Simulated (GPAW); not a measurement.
Consider GaAs (zinc-blende (GaAs)1-x(AlAs)x, x = 0, F-43m).

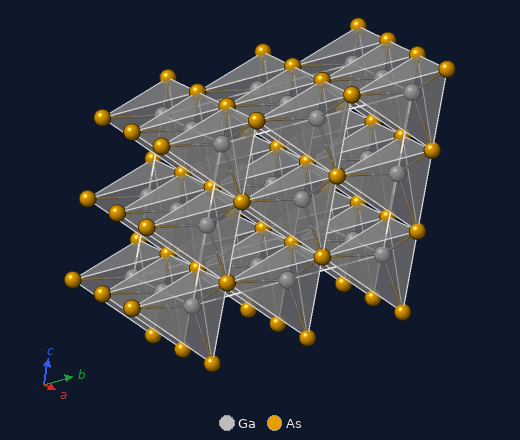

The structure (gallium light grey, arsenic orange). Some periodic images of atoms are drawn too.

```xyz
16
Lattice="0.0000 5.6530 5.6530 5.6530 0.0000 5.6530 5.6530 5.6530 0.0000" Properties=species:S:1:pos:R:3 pbc="T T T"
Ga    0.0000    0.0000    0.0000
As    1.4132    1.4132    1.4132
Ga    2.8265    2.8265    0.0000
As    4.2397    4.2397    1.4132
Ga    2.8265    0.0000    2.8265
As    4.2397    1.4132    4.2397
Ga    5.6530    8.4795    8.4795
As    7.0662    4.2397    4.2397
Ga    0.0000    2.8265    2.8265
As    1.4132    4.2397    4.2397
Ga    8.4795    5.6530    8.4795
As    4.2397    7.0662    4.2397
Ga    2.8265    2.8265    5.6530
As    4.2397    4.2397    7.0662
Ga    5.6530    5.6530    5.6530
As    7.0662    7.0662    7.0662
```

Absorber: atom 2, with 4 Ga at 2.45 Å (tetrahedral). Method: GPAW, LDA, excited-electron core hole (neutral cell), 16-atom cell with 8.0 Å between holes, 4×4×4 k points, dipole transitions, Gaussian full width 2.14 eV up to 4 eV, rising linearly to 3.5 eV at 25 eV.

Question: What does the As K edge look like?

Main maxima up to 27 eV above the zero (height): 4.6 eV (1.53), 7.6 eV (1.31), 13.2 eV (0.83), 18.6 eV (0.90) and 25.8 eV (1.04). A K edge sees empty p states on the absorber. 

The As K spectrum (energy from the bottom of the conduction band, which holds the excited electron; intensity scaled to a mean of 1 over the first 20 eV):

```
E (eV)  intensity
  -2.0       0.00
  -0.5       0.07
   1.0       0.69
   2.5       1.23
   4.0       1.42
   5.5       1.39
   7.0       1.29
   8.5       1.24
  10.0       1.01
  11.5       0.80
  13.0       0.83
  14.5       0.78
  16.0       0.71
  17.5       0.83
  19.0       0.90
  20.5       0.86
  22.0       0.89
  23.5       0.87
  25.0       0.99
  26.5       1.00
```

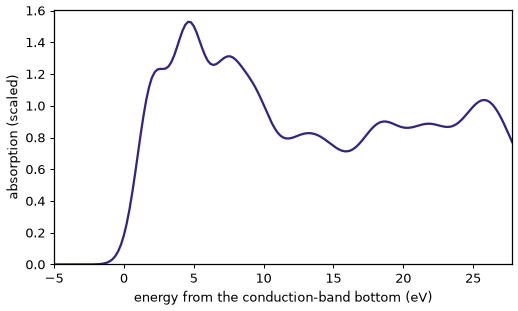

The As K edge.

The script folds with a Gaussian, whereas the core hole's own line is a Lorentzian, so the onset is too steep and the first peak too high.

[Banner, clock and machine lines of the logs are left out without a mark of their own.]

[Logs are printed without paths, hosts, clocks, repeated set-up lines and the standing remarks that a program may print on its own settings, such as how far it seeks lower states.]

[Hosts, paths, dates, database ids (printed as entryN), source tags and the programs' standing remarks are cut or masked in the printed files.]

[Lists of maxima count a maximum above −3 eV only where it reaches 4 % of the highest in the window and stands out from its surroundings by 2 % of it (1.5 % where it reaches 55 %); shoulders and weaker maxima are passed over, and of the rest the first, up to two pre-edge ones and the few strongest are named.]
